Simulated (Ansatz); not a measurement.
# ZrO: geometry relaxation (part 1 of 2)

- system: ZrO (4 atoms in the cell)
- method: DFT PBE, scalar-relativistic, plane waves, PAW, no spin polarisation (Ansatz 0.2.0)

The structure was made by swapping elements on the sites of another compound; it need not be a known phase. It belongs to a series of runs on one base structure; here: Sn -> Zr on all its sites, cell and atoms relaxed. Figures and captions count atoms from 1; the log counts them from 0 in places.

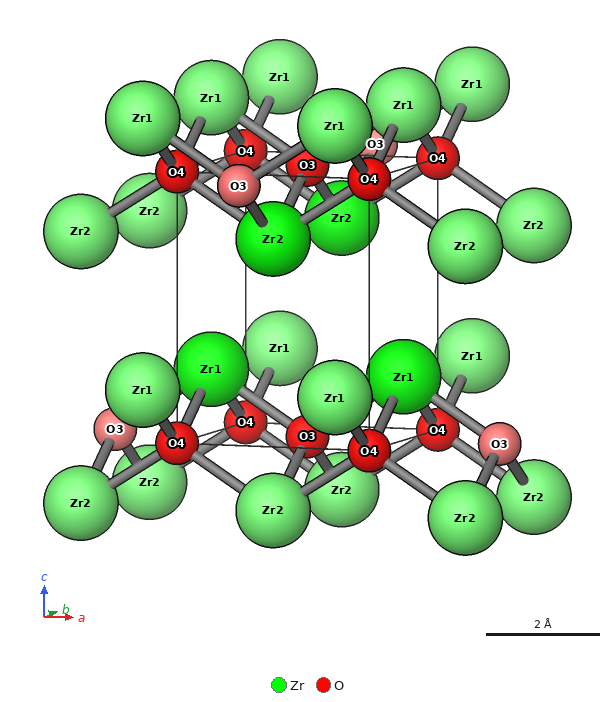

Figure 1. The starting structure (ball-and-stick view of the cell of the calculation, seen slightly off an axis; neighbours outside the cell are drawn fainter; atoms are numbered from 1 in the order of the input). Near neighbours in the crystal (not all of them lie inside the picture): Zr has 4 O at 2.14 Å; O has 4 Zr at 2.14 Å.

The input
```yaml
crystal:
  lattice:
    - [3.6345373899, 0.0, 0.0]
    - [0.0, 3.6345373899, 0.0]
    - [0.0, 0.0, 4.8647027413]
  atoms:
    - { symbol: Zr, position: [0.0, 0.5, 0.2340566612] }
    - { symbol: Zr, position: [0.5, 0.0, 0.7659433388] }
    - { symbol: O, position: [0.5, 0.5, 0.0] }
    - { symbol: O, position: [0.0, 0.0, 0.0] }
basis:
  ecutwfc: 420
kpoints:
  mp_grid: { grid: [12, 12, 10] }
hamiltonian:
  xc: pbe
scf:
  occupations: { method: gaussian, width: 0.1 }
output:
  forces: true
  stress: true
  eigenvalues: true
  write_density: true
  write_potential: true
  elf: true
  volumetric_format: npy
relax:
  adjacent_minimum: "off"
  f_tol: 0.01
  max_steps: 60
  cell: { stress_tol: 0.1 }
```

Hardware: 1 thread of Intel Xeon (Sapphire Rapids), 64 GiB of memory available, shared host.

Command:
```bash
ansatz run input.yaml --threads 1 --pin off --max-ram 2560MiB --backend cpu --events-out ev --progress --plain --runs-dir out
```

The program's output
```
Engine: ansatz 0.2.0, x86_64-unknown-linux-gnu
Pseudopotentials: kind: paw
Pseudopotential: Zr, paw, valence charge 12, recommended cutoff 420 eV (normal), Zr.paw.azcp
Pseudopotential: O, paw, valence charge 6, recommended cutoff 420 eV (normal), O.paw.azcp
Functional definition: PBE
  parameter kappa = 0.804
  parameter beta = 0.06672455060314922
  exchange = pbe_x(kappa = kappa, mu = beta*pi^2/3)
  correlation = pbe_c(beta = beta)
Crystal: 4 atoms, lattice volume = 64.262 Å³
Basis set: ecut = 420 eV, 1233 PW (Γ), exchange–correlation on 50×50×72 points (8 copies of the dense FFT grid, shifted against one another)
Bands: 22, of which v1, the nominal top of the filled ones, is band 18 counted from 1 (17 counted from 0)
Symmetry: 16 space group operations
Space group: P4/nmm (ITA 129), of the structure as read, at distance tolerance 4.0e-5 Å
k-points: 168 of 1440
Non-local potential: Zr, projectors of the file, l = 0: 3, l = 1: 2, l = 2: 2, l = 3: 2
Non-local potential: O, projectors of the file, l = 0: 2, l = 1: 2, l = 2: 1
PAW form: soft (Blöchl's): semilocal exchange-correlation on the pseudo side does not see the compensation charge
PAW one-centre angular grid: Zr, 590 points (default); XC on 64 Gauss nodes
PAW one-centre angular grid: O, 110 points (default); XC on 64 Gauss nodes
Initial density: superposition of atomic densities (neutral atoms: chi_scale 0, normalization atom), corrected by the library's trained network
Initial wavefunctions: pseudopotential atomic-orbital guess
Functional: x = pbe(κ = 0.804, μ = 0.2195149727645171), c = pbe(β = 0.06672455060314922)
SCF iter   1: F=—  HF=-9507.150866 eV  |F-HF|=—  |Δ(HF+E_count)|=         —  Δρ=6.11e-3  dr2=1.72e-2  ethr=1.77e-3  ⟨swp⟩=4.2  Hψ=15524  notcnv=0
preconditioner: auto → Kerker (q_TF=auto, 2.477 Å⁻¹)  [metal: Δε(μ)=0.018 eV  Ē_g=9.408 eV  σ=0.100 eV  W_gap=0.10  n_scr=18 (ndim 8)  ℏωp=20.7 eV  f_vac=0.000  D(μ)=1.97/eV (n_scr^D=14)]
SCF iter   2: F=—  HF=-9507.149773 eV  |F-HF|=—  |Δ(HF+E_count)|=   1.09e-3  Δρ=3.58e-3  dr2=6.66e-3  ethr=4.77e-5  ⟨swp⟩=1.0  Hψ=5064  notcnv=0
SCF iter   3: F=—  HF=-9507.149534 eV  |F-HF|=—  |Δ(HF+E_count)|=   2.39e-4  Δρ=1.49e-3  dr2=1.42e-3  ethr=1.85e-5  ⟨swp⟩=2.9  Hψ=6672  notcnv=0
SCF iter   4: F=—  HF=-9507.149262 eV  |F-HF|=—  |Δ(HF+E_count)|=   2.72e-4  Δρ=4.29e-4  dr2=9.00e-5  ethr=3.96e-6  ⟨swp⟩=2.0  Hψ=5134  notcnv=0
SCF iter   5: F=—  HF=-9507.149272 eV  |F-HF|=—  |Δ(HF+E_count)|=   1.02e-5  Δρ=8.36e-5  dr2=3.33e-6  ethr=2.50e-7  ⟨swp⟩=1.9  Hψ=4470  notcnv=0
SCF iter   6: F=—  HF=-9507.149274 eV  |F-HF|=—  |Δ(HF+E_count)|=   2.32e-6  Δρ=2.31e-5  dr2=4.49e-7  ethr=9.24e-9  ⟨swp⟩=2.2  Hψ=5393  notcnv=0
SCF iter   7: F=-9507.149274 eV  HF=-9507.149274 eV  |F-HF|=4.90e-9  |Δ(HF+E_count)|=   1.08e-7  Δρ=5.75e-6  dr2=3.30e-8  ethr=2.78e-10  ⟨swp⟩=8.0  Hψ=23444  notcnv=0
SCF 1 converged in 7 iterations: F = -9507.149274 eV  dr2 = 3.30e-8
  greatest PAW one-centre occupation: 0.995 electrons in one spin orbital (limit 2), on the Zr atom at site 1 (counted from 0), in its partial waves of l = 0
relax step   1: F+E_penalty+E_count = -9507.14927426 eV  Δ(F+E_penalty+E_count) = +0.000e0 eV  max|allowed force component| = 9.650e-3 eV/Å  Δτ_max = 0.0000 Å  P = -0.090 GPa  Ω = 64.262 Å³  (7 SCF iters, dr2 threshold 1.00e-7 eV, accepted)
Crystal: 4 atoms, lattice volume = 64.573 Å³
Basis set: ecut = 420 eV, 1249 PW (Γ), exchange–correlation on 50×50×72 points (8 copies of the dense FFT grid, shifted against one another)
Initial density: handed on by an earlier stage of this run
Initial wavefunctions: those handed on with the density
iter 1 solved again at ethr=6.80e-7 eV; its pass at ethr=3.10e-3 eV (dr2=2.45e-4 eV) is discarded
SCF iter   1: F=—  HF=-9507.146994 eV  |F-HF|=—  |Δ(HF+E_count)|=         —  Δρ=7.56e-4  dr2=2.55e-4  ethr=6.80e-7  ⟨swp⟩=2.1  Hψ=24303  notcnv=0
preconditioner: auto → Kerker (q_TF=auto, 2.475 Å⁻¹)  [metal: Δε(μ)=0.012 eV  Ē_g=9.439 eV  σ=0.100 eV  W_gap=0.07  n_scr=18 (ndim 8)  ℏωp=20.7 eV  f_vac=0.000  D(μ)=2.02/eV (n_scr^D=14)]
SCF iter   2: F=—  HF=-9507.146982 eV  |F-HF|=—  |Δ(HF+E_count)|=   1.20e-5  Δρ=3.73e-4  dr2=6.07e-5  ethr=6.80e-7  ⟨swp⟩=2.0  Hψ=4649  notcnv=0
SCF iter   3: F=—  HF=-9507.146974 eV  |F-HF|=—  |Δ(HF+E_count)|=   7.85e-6  Δρ=1.59e-4  dr2=2.25e-5  ethr=1.69e-7  ⟨swp⟩=1.8  Hψ=4180  notcnv=0
SCF iter   4: F=—  HF=-9507.146972 eV  |F-HF|=—  |Δ(HF+E_count)|=   2.12e-6  Δρ=4.53e-5  dr2=1.89e-6  ethr=6.25e-8  ⟨swp⟩=2.2  Hψ=4859  notcnv=0
SCF iter   5: F=-9507.146971 eV  HF=-9507.146971 eV  |F-HF|=1.42e-8  |Δ(HF+E_count)|=   4.60e-7  Δρ=8.43e-6  dr2=6.69e-8  ethr=4.56e-10  ⟨swp⟩=6.2  Hψ=24756  notcnv=0
SCF 2 converged in 5 iterations: F = -9507.146971 eV  dr2 = 6.69e-8
relax step   2: F+E_penalty+E_count = -9507.14697137 eV  Δ(F+E_penalty+E_count) = +2.303e-3 eV  max|allowed force component| = 1.427e-1 eV/Å  Δτ_max = 0.0064 Å  P = -0.307 GPa  Ω = 64.573 Å³  energy of the carried Pulay correction = -6.899e-4 eV  (5 SCF iters, dr2 threshold 1.64e-7 eV, rejected (line search))
Crystal: 4 atoms, lattice volume = 64.068 Å³
iter 1 solved again at ethr=3.24e-6 eV; its pass at ethr=3.10e-3 eV (dr2=1.17e-3 eV) is discarded
SCF iter   1: F=—  HF=-9507.149985 eV  |F-HF|=—  |Δ(HF+E_count)|=         —  Δρ=1.22e-3  dr2=1.14e-3  ethr=3.24e-6  ⟨swp⟩=2.5  Hψ=20229  notcnv=0
preconditioner: auto → Kerker (q_TF=auto, 2.478 Å⁻¹)  [metal: Δε(μ)=0.005 eV  Ē_g=9.399 eV  σ=0.100 eV  W_gap=0.03  n_scr=18 (ndim 8)  ℏωp=20.7 eV  f_vac=0.000  D(μ)=2.03/eV (n_scr^D=14)]
SCF iter   2: F=—  HF=-9507.149832 eV  |F-HF|=—  |Δ(HF+E_count)|=   1.53e-4  Δρ=6.05e-4  dr2=3.38e-4  ethr=3.18e-6  ⟨swp⟩=2.1  Hψ=4493  notcnv=0
SCF iter   3: F=—  HF=-9507.149770 eV  |F-HF|=—  |Δ(HF+E_count)|=   6.17e-5  Δρ=2.73e-4  dr2=1.32e-4  ethr=9.40e-7  ⟨swp⟩=2.3  Hψ=4917  notcnv=0
SCF iter   4: F=—  HF=-9507.149735 eV  |F-HF|=—  |Δ(HF+E_count)|=   3.46e-5  Δρ=1.18e-4  dr2=9.65e-6  ethr=3.67e-7  ⟨swp⟩=2.0  Hψ=4934  notcnv=0
SCF iter   5: F=—  HF=-9507.149723 eV  |F-HF|=—  |Δ(HF+E_count)|=   1.20e-5  Δρ=1.97e-5  dr2=2.04e-7  ethr=2.68e-8  ⟨swp⟩=2.7  Hψ=5710  notcnv=0
SCF iter   6: F=—  HF=-9507.149724 eV  |F-HF|=—  |Δ(HF+E_count)|=   2.34e-7  Δρ=4.13e-6  dr2=8.75e-9  ethr=5.67e-10  ⟨swp⟩=2.0  Hψ=5181  notcnv=0
SCF iter   7: F=—  HF=-9507.149724 eV  |F-HF|=—  |Δ(HF+E_count)|=   4.93e-9  Δρ=7.81e-7  dr2=3.97e-10  ethr=2.43e-11  ⟨swp⟩=2.1  Hψ=5356  notcnv=0
SCF iter   8: F=-9507.149724 eV  HF=-9507.149724 eV  |F-HF|=3.64e-12  |Δ(HF+E_count)|=  7.28e-11  Δρ=1.47e-7  dr2=1.35e-11  ethr=1.00e-12  ⟨swp⟩=5.5  Hψ=16882  notcnv=0
SCF 3 converged in 8 iterations: F = -9507.149724 eV  dr2 = 1.35e-11
relax step   3: F+E_penalty+E_count = -9507.14972369 eV  Δ(F+E_penalty+E_count) = -4.494e-4 eV  max|allowed force component| = 3.942e-2 eV/Å  Δτ_max = 0.0045 Å  P = +0.188 GPa  Ω = 64.068 Å³  energy of the carried Pulay correction = +4.678e-4 eV  (8 SCF iters, rejected (line search))
Crystal: 4 atoms, lattice volume = 64.232 Å³
iter 1 solved again at ethr=7.48e-7 eV; its pass at ethr=3.10e-3 eV (dr2=2.69e-4 eV) is discarded
SCF iter   1: F=—  HF=-9507.149684 eV  |F-HF|=—  |Δ(HF+E_count)|=         —  Δρ=5.41e-4  dr2=2.55e-4  ethr=7.48e-7  ⟨swp⟩=2.0  Hψ=20794  notcnv=0
preconditioner: auto → Kerker (q_TF=auto, 2.477 Å⁻¹)  [metal: Δε(μ)=0.015 eV  Ē_g=9.427 eV  σ=0.100 eV  W_gap=0.08  n_scr=18 (ndim 8)  ℏωp=20.7 eV  f_vac=0.000  D(μ)=2.01/eV (n_scr^D=14)]
SCF iter   2: F=—  HF=-9507.149644 eV  |F-HF|=—  |Δ(HF+E_count)|=   3.99e-5  Δρ=2.81e-4  dr2=8.62e-5  ethr=7.09e-7  ⟨swp⟩=2.4  Hψ=5032  notcnv=0
SCF iter   3: F=—  HF=-9507.149615 eV  |F-HF|=—  |Δ(HF+E_count)|=   2.94e-5  Δρ=1.39e-4  dr2=2.85e-5  ethr=2.39e-7  ⟨swp⟩=2.2  Hψ=5459  notcnv=0
SCF iter   4: F=—  HF=-9507.149607 eV  |F-HF|=—  |Δ(HF+E_count)|=   7.62e-6  Δρ=5.25e-5  dr2=2.77e-6  ethr=7.91e-8  ⟨swp⟩=2.0  Hψ=5168  notcnv=0
SCF iter   5: F=—  HF=-9507.149606 eV  |F-HF|=—  |Δ(HF+E_count)|=   1.18e-6  Δρ=1.37e-5  dr2=6.70e-8  ethr=7.68e-9  ⟨swp⟩=2.2  Hψ=5323  notcnv=0
SCF iter   6: F=—  HF=-9507.149606 eV  |F-HF|=—  |Δ(HF+E_count)|=   1.37e-8  Δρ=2.14e-6  dr2=1.62e-9  ethr=1.86e-10  ⟨swp⟩=2.0  Hψ=6012  notcnv=0
SCF iter   7: F=-9507.149606 eV  HF=-9507.149606 eV  |F-HF|=3.46e-11  |Δ(HF+E_count)|=   1.71e-9  Δρ=3.51e-7  dr2=6.28e-11  ethr=1.00e-12  ⟨swp⟩=6.0  Hψ=18330  notcnv=0
SCF 4 converged in 7 iterations: F = -9507.149606 eV  dr2 = 6.28e-11
relax step   4: F+E_penalty+E_count = -9507.14960589 eV  Δ(F+E_penalty+E_count) = -3.316e-4 eV  max|allowed force component| = 3.083e-3 eV/Å  Δτ_max = 0.0008 Å  P = -0.023 GPa  Ω = 64.232 Å³  energy of the carried Pulay correction = +7.826e-5 eV  (7 SCF iters, accepted)
Initial wavefunctions: pseudopotential atomic-orbital guess (no wavefunctions were taken with the density)
iter 1 solved again at ethr=5.41e-8 eV; its pass at ethr=3.10e-3 eV (dr2=1.95e-5 eV) is discarded
SCF iter   1: F=—  HF=-9507.149545 eV  |F-HF|=—  |Δ(HF+E_count)|=         —  Δρ=1.47e-5  dr2=1.32e-8  ethr=5.41e-8  ⟨swp⟩=3.0  Hψ=26233  notcnv=0
preconditioner: auto → Kerker (q_TF=auto, 2.477 Å⁻¹)  [metal: Δε(μ)=0.014 eV  Ē_g=9.421 eV  σ=0.100 eV  W_gap=0.08  n_scr=18 (ndim 8)  ℏωp=20.7 eV  f_vac=0.000  D(μ)=2.00/eV (n_scr^D=14)]
SCF iter   2: F=—  HF=-9507.149534 eV  |F-HF|=—  |Δ(HF+E_count)|=   1.02e-5  Δρ=7.63e-6  dr2=3.58e-9  ethr=3.67e-11  ⟨swp⟩=2.8  Hψ=7255  notcnv=0
SCF iter   3: F=-9507.149535 eV  HF=-9507.149535 eV  |F-HF|=1.64e-11  |Δ(HF+E_count)|=   7.01e-8  Δρ=5.36e-7  dr2=8.11e-11  ethr=1.00e-12  ⟨swp⟩=4.4  Hψ=19256  notcnv=0
SCF 5 converged in 3 iterations: F = -9507.149535 eV  dr2 = 8.11e-11
relax step   5: F+E_penalty+E_count = -9507.14953451 eV  Δ(F+E_penalty+E_count) = +7.138e-5 eV  max|allowed force component| = 3.103e-3 eV/Å  Δτ_max = 0.0000 Å  P = -0.025 GPa  Ω = 64.232 Å³  stress off target by 8.95e-2 GPa  SCF on the basis re-selected at this cell (its energy is not comparable with the rows above)  (3 SCF iters)
```

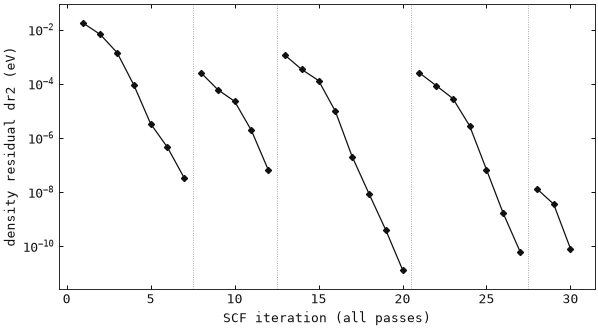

Figure 2. Convergence of the self-consistent field: density residual dr2 against the SCF iteration. The dotted lines part the SCF passes of the relaxation: geometry steps, rejected trials and re-solves on a re-selected basis. The 5 passes take 3 to 8 iterations each, 30 in all.
